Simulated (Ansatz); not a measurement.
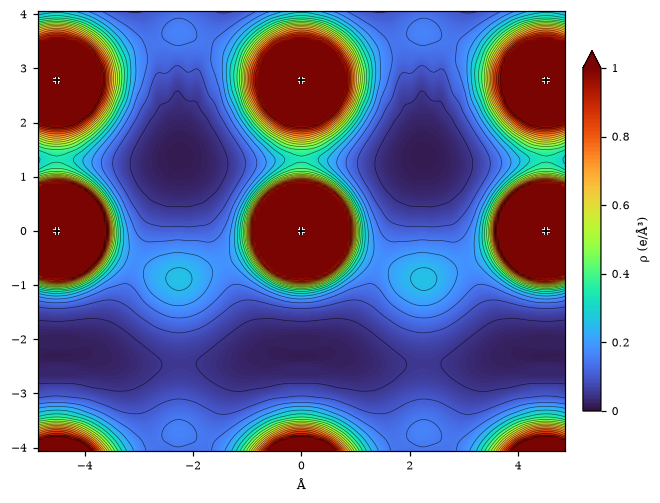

The valence pseudo-density on a plane through atoms (crosses mark nuclei in the plane).

Theory: DFT, LDA, PAW with Ansatz's default frozen-core files, scalar-relativistic in Ansatz.

Candidates:
A. TaN, a = 5.18 Å, b = 5.18 Å, c = 2.85 Å, α = 90.00°, β = 90.00°, γ = 120.00°. Space group P6/mmm; changed on purpose from its base cell (zz strain of -2 %, PAW files); computed pressure about 4 GPa in this cell.
B. Cr, a = 4.14 Å, b = 4.14 Å, c = 2.42 Å, α = 90.00°, β = 90.00°, γ = 120.00°. Space group R-3m; changed on purpose from its base cell (equal xy, yz and zx shear strains of -3 %, PAW files); computed pressure about −24 GPa in this cell; the program warned that a starting moment wasn't kept; spin-polarised, but the moments vanished.
C. AgI, a = 4.52 Å, b = 4.52 Å, c = 7.41 Å, α = 90.00°, β = 90.00°, γ = 120.00°. Space group P6₃mc.

Question: Which system is this?

Answer: Candidate C: AgI on the (100) plane of the conventional cell, which holds Ag and I. Ag–I (2.78 Å): ρ is about 0.35 e/Å³ halfway.
